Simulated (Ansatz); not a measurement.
## Electronic structure of Si$_{2}$Ge in real space

```xyz
6
Lattice="3.8990 0.0000 0.0000 -1.9495 3.3766 0.0000 0.0000 0.0000 9.5422" Properties=species:S:1:pos:R:3 pbc="T T T"
Si    1.9495    1.1255    5.1546
Si    0.0000    2.2511    2.0334
Ge    0.0000    0.0000    8.3145
Si    0.0000    2.2511    4.3876
Ge    0.0000    0.0000    1.2277
Si    1.9495    1.1255    7.5087
```

Space group P-3m1; started from the ordered alloy on diamond lattice prototype, which need not be the ambient phase.

The calculation used DFT, r2SCAN, plane waves, PAW in Ansatz 0.2.0.

Core electrons are frozen (PAW), and the valence fields are smoothed inside the atomic spheres.

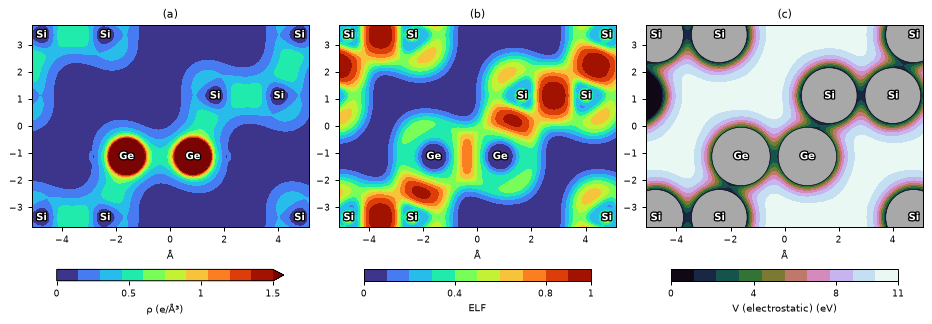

Figure 1. (a) valence pseudo-density; (b) ELF; (c) electrostatic potential energy of an electron on the (110) plane of the conventional cell. Grey discs cover the atomic cores in the potential map.

> Describe what can be read from this map.

The section cuts through Si and Ge sites. Si–Si (2.35 Å): ρ is about 0.59 e/Å³ halfway; the ELF peaks at about 0.95 between the atoms, as expected for localised, covalent bonding. Si–Ge (2.39 Å): ρ at the midpoint is about 0.56 e/Å³; the ELF peaks at about 0.95 between the atoms; a covalent bond. Ge–Ge (2.46 Å): the density is about 0.52 e/Å³ at the midpoint; the ELF peaks at about 0.80 between the atoms (localised, covalent bonding). The density dies away to nearly zero in the voids. Outside the cores the potential energy rises away from the atoms and is highest about 2.4 Å from the nearest atoms; its zero is arbitrary.

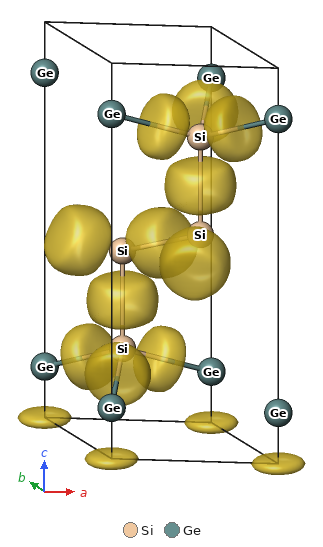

Figure 2. Isosurface of the electron localisation function at 0.7 (yellow), seen slightly off an axis. Core shells and regions of very low density are left out. Sticks mark near contacts.

> Identify the bonds, lone pairs and shells in this picture.

The surface consists of one region between bonded Ge–Ge atoms (shared pairs), six regions between bonded Ge–Si atoms (shared pairs) and five regions between bonded Si–Si atoms (shared pairs), counted in one cell of 6 atoms. Any copies at cell faces, edges or corners count once.

> Metal or insulator at this level of theory?

It is gapped, with a Kohn–Sham gap of 0.78 eV on the k-point mesh (the band edges may lie off the mesh, which would make the gap smaller).
